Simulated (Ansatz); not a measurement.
Input

```
crystal:
  lattice:
    - [0.0, 2.8422251172, 2.8422251172]
    - [2.8422251172, 0.0, 2.8422251172]
    - [2.8422251172, 2.8422251172, 0.0]
  atoms:
    - { symbol: Ga, position: [0.25, 0.25, 0.25] }
    - { symbol: Ga, position: [0.75, 0.75, 0.75] }
    - { symbol: "N", position: [0.5, 0.5, 0.5] }
basis:
  ecutwfc: 420
kpoints:
  mp_grid: { grid: [14, 14, 14] }
hamiltonian:
  xc: pbe
scf:
  occupations: { method: gaussian, width: 0.1 }
output:
  forces: true
  stress: true
  eigenvalues: true
  write_density: true
  write_potential: true
  elf: true
  volumetric_format: npy
relax:
  adjacent_minimum: "off"
  f_tol: 0.01
  max_steps: 80
  cell: { stress_tol: 0.05 }
```

Launched as:

```sh
ansatz run input.yaml --threads 1 --pin off --max-ram 2560MiB --backend cpu --events-out ev --progress --plain --runs-dir out
```

Below, planes, directions and counts refer to the conventional cell (a = 5.70 Å, b = 5.70 Å, c = 5.70 Å, α = 90.00°, β = 90.00°, γ = 90.00°).

The fields are those of the relaxed geometry.

Space group Fm-3m; a structure generated by program, which may or may not match a known phase; computed without spin polarisation.

Computed with DFT PBE, scalar-relativistic, plane waves, PAW (Ansatz).

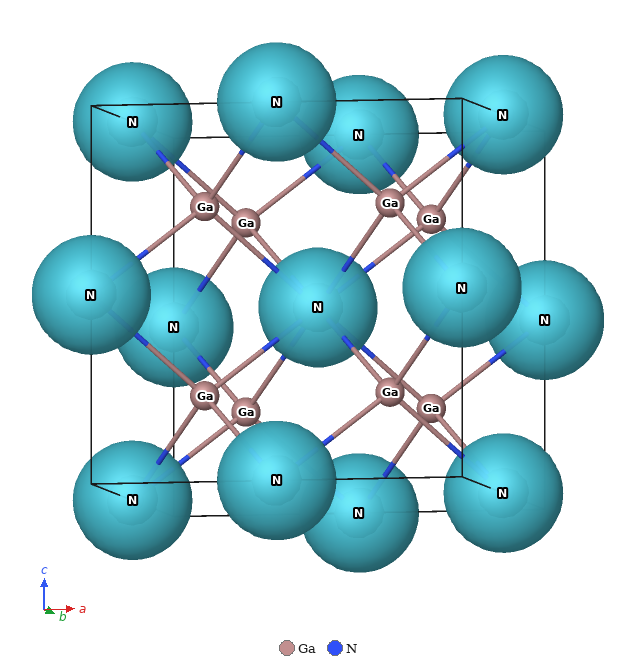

Ga2N. Isosurface of the ELF at 0.65 (cyan), seen at an oblique angle. Core shells and regions of very low density are left out. Sticks mark near contacts.

Q: Describe the localisation domains.

A: At this value the surface marks out four regions wrapped around N (the valence shell of each), counted in one cell of 12 atoms. Regions shared between cells count once. Profiles from the grid: Ga–N (2.47 Å): the ELF peaks at about 0.80 in the valence shell of N, 0.6 Å from its nucleus, and drops to about 0.25 between the two atoms: no shared electron pair shows on this line.

Q: Does the calculation make it a metal, or give it a gap?

A: It is metallic or semimetallic at this level of theory: no gap opens.
